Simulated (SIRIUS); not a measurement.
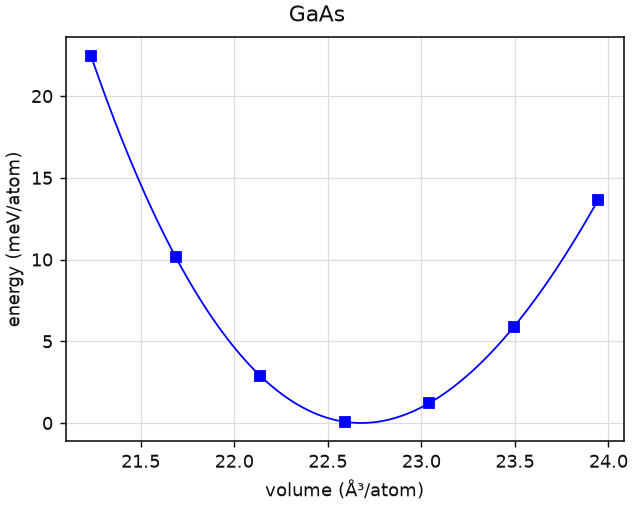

The figure shows the energy against volume for GaAs, space group F-43m (No. 216).

Starting cell:
```xyz
2
Lattice="0.0000 2.8268 2.8268 2.8268 0.0000 2.8268 2.8268 2.8268 0.0000" Properties=species:S:1:pos:R:3 pbc="T T T"
As    4.2403    4.2403    4.2403
Ga    0.0000    0.0000    0.0000
```

How it was computed, with SIRIUS 7.10.0: plane-wave DFT, no spin polarisation; energies at scaled volumes of the given cell, shape and fractions fixed, counted from the fit's minimum, third-order Birch-Murnaghan fit. Level: PBEsol.

- k mesh: 8×8×8
- occupations: Fermi–Dirac
- smearing width: 0.05 eV
- potentials: dojo sr pbesol 0.4.1 standard
- wave cutoff: 1152 eV
- density cutoff: 4606 eV

This calculation gives: equilibrium volume 22.68 Å³/atom and bulk modulus 68.8 GPa.

Now As is replaced by P on all its sites, which gives GaP in the same structure. The second calculation uses wave cutoff 1102.061 eV. Predict the effect.

The equilibrium volume falls from 22.68 to 20.12 Å³/atom (−11 %) and the bulk modulus rises from 68.8 to 84.6 GPa (+23 %).

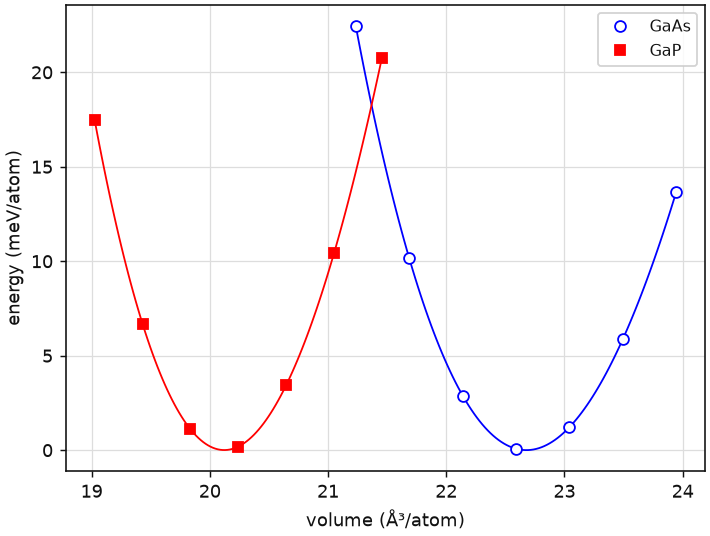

The two results together.

V0 and the bulk modulus come from third-order Birch–Murnaghan fits.
